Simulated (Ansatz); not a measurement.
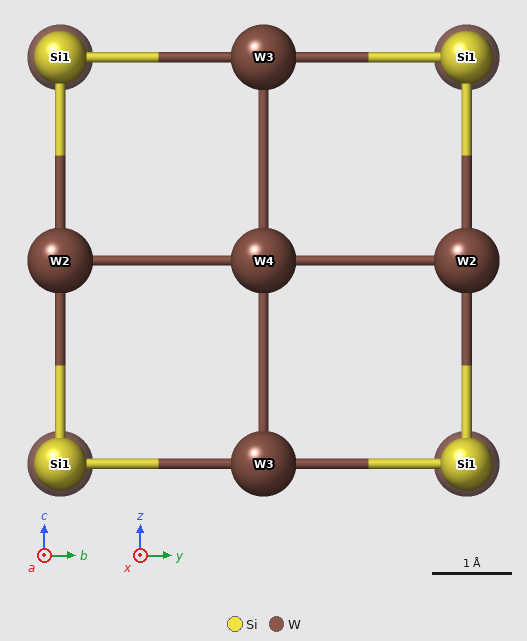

Energy scan for crystalline SiW₃ (Im-3m), in which the cell is strained in shear in the yz plane, with the atoms kept at their fractional coordinates. x, y and z are the Cartesian axes of the input. The picture shows the reference cell. Style: ball-and-stick. Shown: the conventional cell (2 times the calculation's cell), along the a axis. Lengths and directions refer to the drawn axes.

Method: DFT r2SCAN, scalar-relativistic, plane waves, PAW in Ansatz 0.2.0. Set-up: plane-wave cutoff 500 eV; k-point mesh 14 × 14 × 14; occupations gaussian; smearing width 0.15 eV; no spin polarisation. Energies (free energies at the smearing named) are counted from the relaxed crystal.

```xyz
4
Lattice="-2.5892 2.5892 2.5892 2.5892 -2.5892 2.5892 2.5892 2.5892 -2.5892" Properties=species:S:1:pos:R:3 pbc="T T T"
Si    0.0000    0.0000    0.0000
W     2.5892    2.5892    0.0000
W     2.5892    0.0000    2.5892
W     0.0000    2.5892    2.5892
```

Question: What energies does the calculation give (the strain: −0.040, −0.030, −0.020, −0.010, 0.000, 0.010, 0.020, 0.025, 0.030, 0.035, 0.040)?

Answer:
| engineering shear strain | energy change (meV/atom) |
| --- | --- |
| −0.040 | −8.7 |
| −0.030 | −4.9 |
| −0.020 | −2.2 |
| −0.010 | −0.5 |
| 0.000 | 0.0 |
| 0.010 | −0.5 |
| 0.020 | −2.2 |
| 0.025 | −3.4 |
| 0.030 | −4.9 |
| 0.035 | −6.7 |
| 0.040 | −8.7 |

Points that are alike by symmetry were computed once.

The lowest computed point lies at the strain −0.04 and 0.04 (by symmetry) (−8.7 meV/atom). A local maximum lies at 0.00 (0.0 meV/atom). The energy is still falling at the end of the range, so the minimum along this coordinate lies there or beyond. The end points stand at −8.7 meV/atom (−0.04) and −8.7 meV/atom (0.04). The curvature at zero strain, (1/V) d²E/dε², is about -100 GPa; it is C₄₄ with clamped ions, and its negative sign marks an elastic instability. The distortion takes the space group from Im-3m to Fmmm. At the strain −0.04 the cell of the drawing goes b 5.178 → 5.179 Å, c 5.178 → 5.179 Å, α 90.0° → 92.3°.

As a plot (hollow markers are points alike by symmetry):

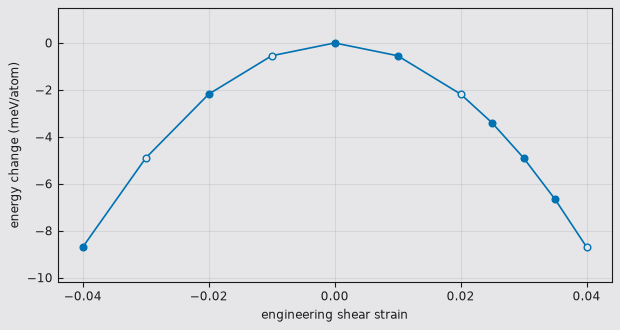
